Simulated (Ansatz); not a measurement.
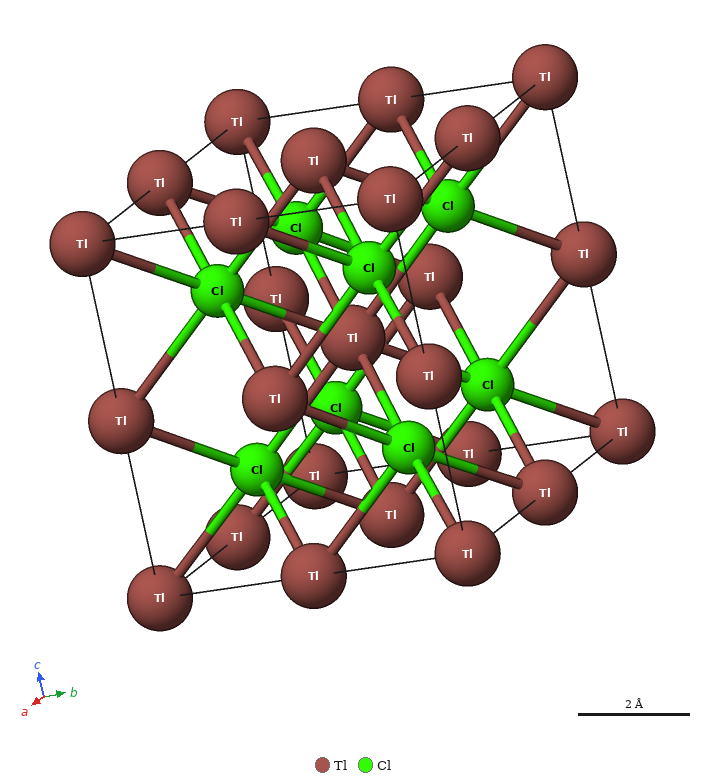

Fig. 1: The structure as given in the input (ball-and-stick view of the cell of the calculation, seen slightly off an axis). Near neighbours in the crystal (not all of them lie inside the picture): Tl has 6 Cl at 3.12 to 3.16 Å; Cl has 5 Tl at 3.12 to 3.16 Å; Cl has 6 Tl at 3.16 Å.

**Run report: Tl7Cl8 (charge −1), nudged elastic band (part 1 of 2)**

Tl7Cl8 (defect cell, 15 atoms in the cell, total charge −1), computed with DFT PBEsol, scalar-relativistic, plane waves, PAW, no spin polarisation (Ansatz 0.2.0).

The structure derives from a Materials Project entry. It belongs to a series of runs on one base structure; here: band between the two ends.

What the program printed:
```
Warning: neb: disabling space-group detection — the band's intermediate images generally break the endpoint symmetry, so no spatial operation reduces the k-mesh or symmetrises the density, except that a semilocal band can use its path's symmetry ahead of convergence; time reversal is kept, so that k and −k are solved as one point where they differ and the mesh holds both, and exact exchange and, on two spinor components, a DFT+U term hold to it where the run has them: on two components no moment then forms, and a state that bears one, which a typed moment (crystal.atoms[].spin; refused beside efield: under a hybrid functional) reaches, can lie lower, under hf by electronvolts; crystal.symmetry.detect: false (a key that needs symmetry detection or time reversal refuses this as the deck is read) with time_reversal: false beside it drops time reversal too
Engine: ansatz 0.2.0, aarch64-unknown-linux-gnu
Pseudopotentials: kind: paw
Pseudopotential: Tl, paw, valence charge 13, recommended cutoff 420 eV (normal), Tl.paw.azcp
Pseudopotential: Cl, paw, valence charge 7, recommended cutoff 420 eV (normal), Cl.paw.azcp
Functional definition: PBEsol
  exchange = pbesol_x
  correlation = pbesol_c
NEB image 0
Crystal: 15 atoms, lattice volume = 507.070 Å³
Basis set: ecut = 420 eV, 9841 PW (Γ), exchange–correlation on 120×120×120 points (8 copies of the dense FFT grid, shifted against one another)
Bands: 89, of which v1, the nominal top of the filled ones, is band 74 counted from 1 (73 counted from 0)
Symmetry: 1 space group operations
k-points: 36 of 64 (time reversal used)
Non-local potential: Tl, projectors of the file, l = 0: 2, l = 1: 2, l = 2: 2, l = 3: 1
Non-local potential: Cl, projectors of the file, l = 0: 2, l = 1: 2, l = 2: 2
PAW form: soft (Blöchl's): semilocal exchange-correlation on the pseudo side does not see the compensation charge
PAW frozen core: Tl, regenerated for the run's functional, and the local potential with it (the file was generated under x = pbe(κ = 0.804, μ = 0.2195149727645171), c = pbe(β = 0.06672455060314922))
PAW frozen core: Cl, regenerated for the run's functional, and the local potential with it (the file was generated under x = pbe(κ = 0.804, μ = 0.2195149727645171), c = pbe(β = 0.06672455060314922))
PAW one-centre angular grid: Tl, 590 points (default); XC on 64 Gauss nodes
PAW one-centre angular grid: Cl, 110 points (default); XC on 64 Gauss nodes
Initial density: superposition of atomic densities (neutral atoms scaled as one to the charged cell's electrons: chi_scale 0, normalization atom), corrected by the library's trained network
Initial wavefunctions: pseudopotential atomic-orbital guess
Functional: x = pbesol(κ = 0.804, μ = 0.12345679012345678), c = pbesol(β = 0.046)
SCF iter   1: F=—  HF=-87566.168087 eV  |F-HF|=—  |Δ(HF+E_count)|=         —  Δρ=1.11e-2  dr2=7.98e-1  ethr=1.77e-3  ⟨swp⟩=6.1  Hψ=11343  notcnv=0  defer=8
preconditioner: auto → Resta (q_TF=auto, 2.222 Å⁻¹)  ε∞=4.1  [insulator: Δε(μ)=1.901 eV  Ē_g=11.351 eV  σ=0.050 eV  W_gap=1.00  n_scr=112 (ndim 8)  ℏωp=20.1 eV  f_vac=0.120  D(μ)=0.00/eV (n_scr^D=0)  ε∞_Penn≈4.1]
SCF iter   2: F=—  HF=-87565.867427 eV  |F-HF|=—  |Δ(HF+E_count)|=   3.01e-1  Δρ=3.49e-3  dr2=1.12e-1  ethr=5.39e-4  ⟨swp⟩=2.0  Hψ=6301  notcnv=0  defer=323
SCF iter   3: F=—  HF=-87565.831956 eV  |F-HF|=—  |Δ(HF+E_count)|=   3.55e-2  Δρ=1.03e-3  dr2=9.75e-3  ethr=7.54e-5  ⟨swp⟩=2.0  Hψ=5474  notcnv=0  defer=323
SCF iter   4: F=—  HF=-87565.834572 eV  |F-HF|=—  |Δ(HF+E_count)|=   2.62e-3  Δρ=2.84e-4  dr2=7.40e-4  ethr=6.59e-6  ⟨swp⟩=3.0  Hψ=5545  notcnv=0  defer=323
SCF iter   5: F=—  HF=-87565.835169 eV  |F-HF|=—  |Δ(HF+E_count)|=   5.96e-4  Δρ=1.01e-4  dr2=1.40e-4  ethr=5.00e-7  ⟨swp⟩=2.0  Hψ=5545  notcnv=0  defer=323
SCF iter   6: F=—  HF=-87565.835412 eV  |F-HF|=—  |Δ(HF+E_count)|=   2.44e-4  Δρ=3.21e-5  dr2=1.22e-5  ethr=9.48e-8  ⟨swp⟩=2.0  Hψ=5473  notcnv=0  defer=323
SCF iter   7: F=—  HF=-87565.834815 eV  |F-HF|=—  |Δ(HF+E_count)|=   5.97e-4  Δρ=9.80e-6  dr2=1.08e-6  ethr=8.26e-9  ⟨swp⟩=2.0  Hψ=5466  notcnv=0  defer=323
SCF iter   8: F=-87565.834817 eV  HF=-87565.834817 eV  |F-HF|=2.01e-7  |Δ(HF+E_count)|=   2.34e-6  Δρ=3.17e-6  dr2=9.70e-8  ethr=6.76e-11  ⟨swp⟩=3.0  Hψ=12465  notcnv=0
SCF 1 converged in 8 iterations: F = -87565.834817 eV  dr2 = 9.70e-8
  greatest PAW one-centre occupation: 0.968 electrons in one spin orbital (limit 2), on the Tl atom at site 6 (counted from 0), in its partial waves of l = 2
NSCF: frozen V_eff on 36 k-points
NEB image 2
SCF iter   1: F=—  HF=-87566.166360 eV  |F-HF|=—  |Δ(HF+E_count)|=         —  Δρ=1.11e-2  dr2=7.98e-1  ethr=1.77e-3  ⟨swp⟩=6.3  Hψ=11538  notcnv=0  defer=6
SCF iter   2: F=—  HF=-87565.867359 eV  |F-HF|=—  |Δ(HF+E_count)|=   2.99e-1  Δρ=3.49e-3  dr2=1.12e-1  ethr=5.39e-4  ⟨swp⟩=2.0  Hψ=6301  notcnv=0  defer=323
SCF iter   3: F=—  HF=-87565.831930 eV  |F-HF|=—  |Δ(HF+E_count)|=   3.54e-2  Δρ=1.03e-3  dr2=9.72e-3  ethr=7.54e-5  ⟨swp⟩=2.0  Hψ=5474  notcnv=0  defer=323
SCF iter   4: F=—  HF=-87565.834565 eV  |F-HF|=—  |Δ(HF+E_count)|=   2.63e-3  Δρ=2.75e-4  dr2=6.96e-4  ethr=6.56e-6  ⟨swp⟩=3.0  Hψ=5545  notcnv=0  defer=323
SCF iter   5: F=—  HF=-87565.835169 eV  |F-HF|=—  |Δ(HF+E_count)|=   6.04e-4  Δρ=1.00e-4  dr2=1.38e-4  ethr=4.70e-7  ⟨swp⟩=2.0  Hψ=5545  notcnv=0  defer=323
SCF iter   6: F=—  HF=-87565.835396 eV  |F-HF|=—  |Δ(HF+E_count)|=   2.28e-4  Δρ=3.18e-5  dr2=1.20e-5  ethr=9.31e-8  ⟨swp⟩=2.0  Hψ=5473  notcnv=0  defer=323
SCF iter   7: F=—  HF=-87565.834815 eV  |F-HF|=—  |Δ(HF+E_count)|=   5.82e-4  Δρ=9.67e-6  dr2=1.08e-6  ethr=8.13e-9  ⟨swp⟩=2.0  Hψ=5466  notcnv=0  defer=323
SCF iter   8: F=-87565.834817 eV  HF=-87565.834817 eV  |F-HF|=1.90e-7  |Δ(HF+E_count)|=   2.36e-6  Δρ=3.14e-6  dr2=9.28e-8  ethr=6.76e-11  ⟨swp⟩=3.0  Hψ=12390  notcnv=0
SCF 2 converged in 8 iterations: F = -87565.834817 eV  dr2 = 9.28e-8
  greatest PAW one-centre occupation: 0.968 electrons in one spin orbital (limit 2), on the Tl atom at site 5 (counted from 0), in its partial waves of l = 2
NSCF: frozen V_eff on 36 k-points
NEB end point (image 0): max|allowed force component| = 5.830e-3 eV/Å (the criterion of neb.relax_end_points is 1.000e-2)
NEB end point (image 2): max|allowed force component| = 5.826e-3 eV/Å (the criterion of neb.relax_end_points is 1.000e-2)
NEB image 1
SCF iter   1: F=—  HF=-87562.653496 eV  |F-HF|=—  |Δ(HF+E_count)|=         —  Δρ=1.19e-2  dr2=9.98e-1  ethr=1.77e-3  ⟨swp⟩=6.0  Hψ=13419  notcnv=0  defer=30
preconditioner: auto → Resta (q_TF=auto, 2.222 Å⁻¹)  ε∞=4.1  [insulator: Δε(μ)=0.729 eV  Ē_g=11.341 eV  σ=0.050 eV  W_gap=1.00  n_scr=112 (ndim 8)  ℏωp=20.1 eV  f_vac=0.127  D(μ)=0.00/eV (n_scr^D=0)  ε∞_Penn≈4.1]
SCF iter   2: F=—  HF=-87562.315100 eV  |F-HF|=—  |Δ(HF+E_count)|=   3.38e-1  Δρ=4.12e-3  dr2=1.66e-1  ethr=6.74e-4  ⟨swp⟩=2.0  Hψ=6125  notcnv=0  defer=314
SCF iter   3: F=—  HF=-87562.257177 eV  |F-HF|=—  |Δ(HF+E_count)|=   5.79e-2  Δρ=1.21e-3  dr2=1.98e-2  ethr=1.12e-4  ⟨swp⟩=2.0  Hψ=5312  notcnv=0  defer=314
SCF iter   4: F=—  HF=-87562.254611 eV  |F-HF|=—  |Δ(HF+E_count)|=   2.57e-3  Δρ=3.40e-4  dr2=1.43e-3  ethr=1.34e-5  ⟨swp⟩=2.0  Hψ=4917  notcnv=0  defer=314
SCF iter   5: F=—  HF=-87562.255144 eV  |F-HF|=—  |Δ(HF+E_count)|=   5.34e-4  Δρ=1.39e-4  dr2=2.33e-4  ethr=9.68e-7  ⟨swp⟩=2.1  Hψ=5546  notcnv=0  defer=314
SCF iter   6: F=—  HF=-87562.255324 eV  |F-HF|=—  |Δ(HF+E_count)|=   1.80e-4  Δρ=4.58e-5  dr2=2.64e-5  ethr=1.58e-7  ⟨swp⟩=2.0  Hψ=5338  notcnv=0  defer=314
SCF iter   7: F=—  HF=-87562.254741 eV  |F-HF|=—  |Δ(HF+E_count)|=   5.83e-4  Δρ=1.77e-5  dr2=3.24e-6  ethr=1.78e-8  ⟨swp⟩=2.0  Hψ=5338  notcnv=0  defer=314
SCF iter   8: F=—  HF=-87562.254744 eV  |F-HF|=—  |Δ(HF+E_count)|=   2.87e-6  Δρ=7.25e-6  dr2=4.19e-7  ethr=2.19e-9  ⟨swp⟩=2.0  Hψ=5481  notcnv=0  defer=314
SCF iter   9: F=-87562.254744 eV  HF=-87562.254744 eV  |F-HF|=3.17e-8  |Δ(HF+E_count)|=   4.70e-7  Δρ=1.64e-6  dr2=2.13e-8  ethr=6.76e-11  ⟨swp⟩=4.0  Hψ=11274  notcnv=0
SCF 3 converged in 9 iterations: F = -87562.254744 eV  dr2 = 2.13e-8
  greatest PAW one-centre occupation: 0.969 electrons in one spin orbital (limit 2), on the Tl atom at site 0 (counted from 0), in its partial waves of l = 2
NEB iter   1: max|band force component| = 4.371e0 eV/Å  barrier→ = 3.5801 eV  barrier← = 3.5801 eV  Δτ_max = 0.2000 Å  (25 SCF iters)
NEB image 1
Initial density: handed on by an earlier stage of this run
Initial wavefunctions: those handed on with the density
iter 1 solved again at ethr=2.41e-4 eV; its pass at ethr=3.10e-3 eV (dr2=3.57e-1 eV) is discarded
SCF iter   1: F=—  HF=-87564.331702 eV  |F-HF|=—  |Δ(HF+E_count)|=         —  Δρ=6.66e-3  dr2=3.58e-1  ethr=2.41e-4  ⟨swp⟩=2.4  Hψ=15499  notcnv=0
preconditioner: auto → Resta (q_TF=auto, 2.222 Å⁻¹)  ε∞=4.0  [insulator: Δε(μ)=1.439 eV  Ē_g=11.544 eV  σ=0.050 eV  W_gap=1.00  n_scr=112 (ndim 8)  ℏωp=20.1 eV  f_vac=0.109  D(μ)=0.00/eV (n_scr^D=0)  ε∞_Penn≈4.0]
SCF iter   2: F=—  HF=-87564.235871 eV  |F-HF|=—  |Δ(HF+E_count)|=   9.58e-2  Δρ=2.78e-3  dr2=4.65e-2  ethr=2.41e-4  ⟨swp⟩=2.0  Hψ=4969  notcnv=0
SCF iter   3: F=—  HF=-87564.223408 eV  |F-HF|=—  |Δ(HF+E_count)|=   1.25e-2  Δρ=6.90e-4  dr2=2.89e-3  ethr=3.14e-5  ⟨swp⟩=2.1  Hψ=4682  notcnv=0
SCF iter   4: F=—  HF=-87564.223286 eV  |F-HF|=—  |Δ(HF+E_count)|=   1.22e-4  Δρ=1.35e-4  dr2=2.58e-4  ethr=1.95e-6  ⟨swp⟩=2.0  Hψ=5868  notcnv=0
SCF iter   5: F=—  HF=-87564.223350 eV  |F-HF|=—  |Δ(HF+E_count)|=   6.37e-5  Δρ=6.13e-5  dr2=3.13e-5  ethr=1.75e-7  ⟨swp⟩=2.4  Hψ=4815  notcnv=0
SCF iter   6: F=—  HF=-87564.222747 eV  |F-HF|=—  |Δ(HF+E_count)|=   6.03e-4  Δρ=1.71e-5  dr2=2.57e-6  ethr=2.11e-8  ⟨swp⟩=2.0  Hψ=5868  notcnv=0
SCF iter   7: F=—  HF=-87564.222751 eV  |F-HF|=—  |Δ(HF+E_count)|=   4.08e-6  Δρ=6.39e-6  dr2=4.70e-7  ethr=1.73e-9  ⟨swp⟩=2.0  Hψ=5643  notcnv=0
SCF iter   8: F=-87564.222751 eV  HF=-87564.222751 eV  |F-HF|=6.19e-8  |Δ(HF+E_count)|=   4.32e-7  Δρ=2.54e-6  dr2=6.45e-8  ethr=6.76e-11  ⟨swp⟩=4.0  Hψ=11124  notcnv=0
SCF 4 converged in 8 iterations: F = -87564.222751 eV  dr2 = 6.45e-8
  greatest PAW one-centre occupation: 0.970 electrons in one spin orbital (limit 2), on the Tl atom at site 0 (counted from 0), in its partial waves of l = 2
NEB iter   2: max|band force component| = 2.046e0 eV/Å  barrier→ = 1.6121 eV  barrier← = 1.6121 eV  Δτ_max = 0.1845 Å  (8 SCF iters)
[... from here on the SCF iterations and repeated set-up lines of each step are left out, up to the last step ...]
NEB image 1
SCF 5 converged in 8 iterations: F = -87565.003776 eV  dr2 = 3.79e-8
NEB iter   3: max|band force component| = 8.212e-1 eV/Å  barrier→ = 0.8310 eV  barrier← = 0.8310 eV  Δτ_max = 0.1202 Å  (8 SCF iters)
NEB image 1
SCF 6 converged in 8 iterations: F = -87565.206730 eV  dr2 = 1.21e-8
NEB iter   4: max|band force component| = 2.870e-1 eV/Å  barrier→ = 0.6281 eV  barrier← = 0.6281 eV  CI = image 1  Δτ_max = 0.0625 Å  (8 SCF iters)
NEB image 1
SCF 7 converged in 7 iterations: F = -87565.248537 eV  dr2 = 3.99e-8
NEB iter   5: max|band force component| = 4.523e-2 eV/Å  barrier→ = 0.5863 eV  barrier← = 0.5863 eV  CI = image 1  Δτ_max = 0.0170 Å  (7 SCF iters)
NEB image 1
iter 1 solved again at ethr=1.47e-6 eV; its pass at ethr=3.10e-3 eV (dr2=2.17e-3 eV) is discarded
SCF iter   1: F=—  HF=-87565.254136 eV  |F-HF|=—  |Δ(HF+E_count)|=         —  Δρ=6.07e-4  dr2=2.53e-3  ethr=1.47e-6  ⟨swp⟩=2.1  Hψ=12217  notcnv=0
preconditioner: auto → Resta (q_TF=auto, 2.222 Å⁻¹)  ε∞=4.1  [insulator: Δε(μ)=2.052 eV  Ē_g=11.424 eV  σ=0.050 eV  W_gap=1.00  n_scr=112 (ndim 8)  ℏωp=20.1 eV  f_vac=0.098  D(μ)=0.00/eV (n_scr^D=0)  ε∞_Penn≈4.1]
SCF iter   2: F=—  HF=-87565.253490 eV  |F-HF|=—  |Δ(HF+E_count)|=   6.46e-4  Δρ=2.68e-4  dr2=3.61e-4  ethr=1.47e-6  ⟨swp⟩=2.0  Hψ=4131  notcnv=0
SCF iter   3: F=—  HF=-87565.253417 eV  |F-HF|=—  |Δ(HF+E_count)|=   7.35e-5  Δρ=6.09e-5  dr2=2.41e-5  ethr=2.44e-7  ⟨swp⟩=2.3  Hψ=5362  notcnv=0
SCF iter   4: F=—  HF=-87565.252808 eV  |F-HF|=—  |Δ(HF+E_count)|=   6.10e-4  Δρ=2.49e-5  dr2=5.05e-6  ethr=1.63e-8  ⟨swp⟩=2.0  Hψ=5396  notcnv=0
SCF iter   5: F=—  HF=-87565.252807 eV  |F-HF|=—  |Δ(HF+E_count)|=   3.34e-7  Δρ=6.80e-6  dr2=4.39e-7  ethr=3.41e-9  ⟨swp⟩=2.0  Hψ=5400  notcnv=0
SCF iter   6: F=-87565.252807 eV  HF=-87565.252807 eV  |F-HF|=2.65e-8  |Δ(HF+E_count)|=   2.83e-7  Δρ=3.14e-6  dr2=9.29e-8  ethr=6.76e-11  ⟨swp⟩=4.0  Hψ=10872  notcnv=0
SCF 8 converged in 6 iterations: F = -87565.252807 eV  dr2 = 9.29e-8
NEB image 1
NSCF: frozen V_eff on 36 k-points
the band table was solved once a step of the walk had ended and its energy, with any forces and stress, was formed, with the checks that follow a solve (11764 applications of the Hamiltonian). They found nothing against the state; the energy, forces and stress were not computed again (output.eigenvalues in the input reference)
NEB iter   6: max|band force component| = 1.958e-2 eV/Å  barrier→ = 0.5820 eV  barrier← = 0.5820 eV  CI = image 1  Δτ_max = 0.0000 Å  (6 SCF iters)
```

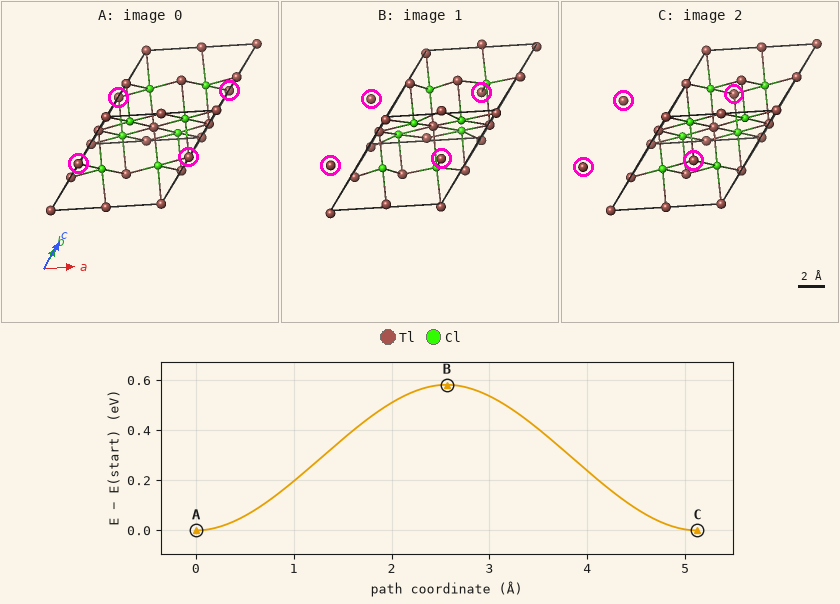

Fig. 2: Images of the last band (counted from 0; ball-and-stick, reduced simulation cell, seen at an oblique angle), with the moving atom and its periodic copies ringed, above the energy along the path; the line is a cubic interpolation that uses the forces. The highest image is number 1, 0.582 eV above the start and 0.582 eV above the end (the climbing image); start and end have the same energy. The path is 5.13 Å long, and Tl1 moves most (4.48 Å). The band converged in 6 iterations.

```
SCF converged after 6 iterations
Free energy (F): -87565.252807 eV
Harris-Foulkes:  -87565.252807 eV  (|F-HF|=2.65e-8)
Internal energy: -87565.252807 eV  (E = F + TS)
E sigma→0 (E₀):  -87565.252807 eV
Fermi energy:    4.418164 eV
--- Per-component energies (eV) ---
  E_band       = -573.925009
  E_kinetic    = 3611.030481
  E_local      = -10311.707199  (includes V_loc(G=0)·N_el)
  E_nonlocal   = 2473.436038
  E_hartree    = 3746.568110
  E_xc         = -2456.929249
  E_vxc        = -1973.185467  (∫ρ·V_xc dr)
  E_paw        = -75239.835305  (= ΣΔE_a)
  E_vpaw       = -1866.639566  (= ΣTr[D̂ρ^β])
  E_aug_tail   = 0.000986  (compensation charges beyond the density's cutoff)
  E_ewald      = -9388.711982
  E_core_change = 0.895312  (= ΣΔE_core)
  E_smearing   = -0.000000  (= −TS)
  E_closure    = -0.000000  (closes the sum)
  E_deformation_potential = -9.715025  (in the stress; not in F)
  Σ components = -87565.252807   (vs F -87565.252807, Δ=0.00e0)
--- Forces (eV/Å), atoms counted from 1 ---
  atom   1  Tl     0.00000074    -0.00000014    -0.00000042
  atom   2  Tl    -0.00206541     0.01664389     0.01664404
  atom   3  Tl     0.00206568    -0.01664364    -0.01664372
  atom   4  Tl    -0.00206525    -0.01664372    -0.01664389
  atom   5  Tl     0.00206594     0.01664393     0.01664411
  atom   6  Tl    -0.00000001     0.00436519    -0.00436552
  atom   7  Tl    -0.00000017    -0.00436510     0.00436452
  atom   8  Cl    -0.00925503     0.01957971    -0.01957968
  atom   9  Cl    -0.00925505    -0.01957961     0.01957957
  atom  10  Cl    -0.00000041     0.01635899     0.01635924
  atom  11  Cl    -0.00000012     0.00020930     0.00020951
  atom  12  Cl    -0.00000022    -0.01635898    -0.01635868
  atom  13  Cl    -0.00000030    -0.00020943    -0.00020923
  atom  14  Cl     0.00925465    -0.01957939     0.01957950
  atom  15  Cl     0.00925467     0.01957965    -0.01957948
  max |Σ_I F_I| component: 6.62e-7 eV/Å
--- Band table (eV; the first three rows and the last of 36) ---
```
